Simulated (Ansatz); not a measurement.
WS$_{2}$ (slab)

```cif
data_structure
_symmetry_space_group_name_H-M 'P 1'
_symmetry_Int_Tables_number 1
_cell_length_a 3.1595
_cell_length_b 3.1595
_cell_length_c 23.8043
_cell_angle_alpha 90.000
_cell_angle_beta 90.000
_cell_angle_gamma 120.000
_cell_volume 205.79
loop_
_atom_site_label
_atom_site_type_symbol
_atom_site_fract_x
_atom_site_fract_y
_atom_site_fract_z
_atom_site_occupancy
S1 S 0.33333 0.66667 0.18904 1
W1 W 0.66667 0.33333 0.25525 1
S2 S 0.33333 0.66667 0.32146 1
S3 S 0.33333 0.83333 0.45967 1
W2 W 0.66667 0.50000 0.52588 1
S4 S 0.33333 0.83333 0.59209 1
```

PAW files of the earlier set (soft_1).

Level of theory: DFT PBE+D3(BJ), scalar-relativistic, plane waves, PAW in Ansatz.

Q: What can the converged valence pseudo-density and electron localisation function tell about the bonding?

A: W–S (2.41 Å): the density is about 0.63 e/Å³ at the midpoint; the ELF peaks at about 0.85 in the valence shell of S, 0.8 Å from its nucleus, and is about 0.50 at the midpoint.

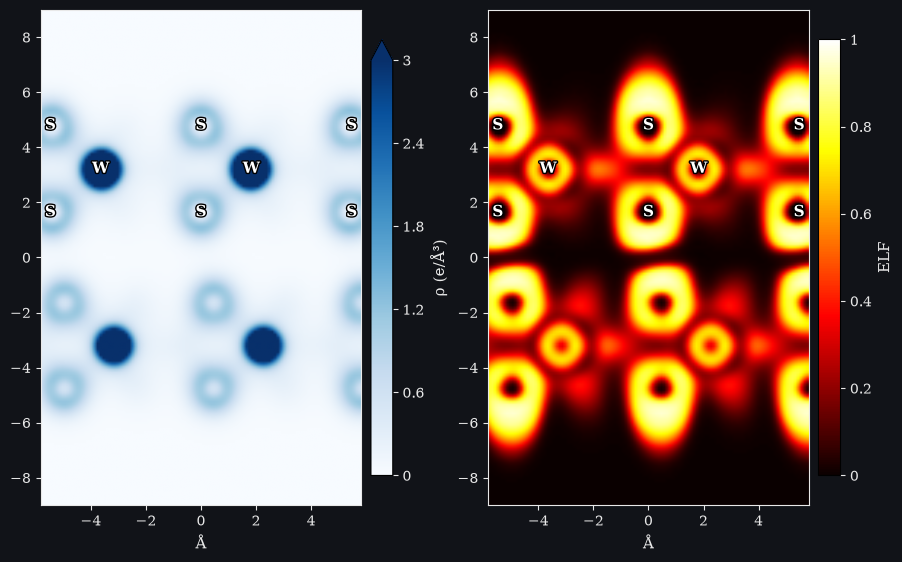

Computed valence pseudo-density and electron localisation function on the (110) plane of the calculation cell, a cut from vacuum to vacuum, in this order. Atoms just off the plane (S, 0.3 Å away and W, 0.3 Å away) can leave unmarked features too.

The density is the valence pseudo-density of a PAW calculation; it isn't the true density close to the nuclei.
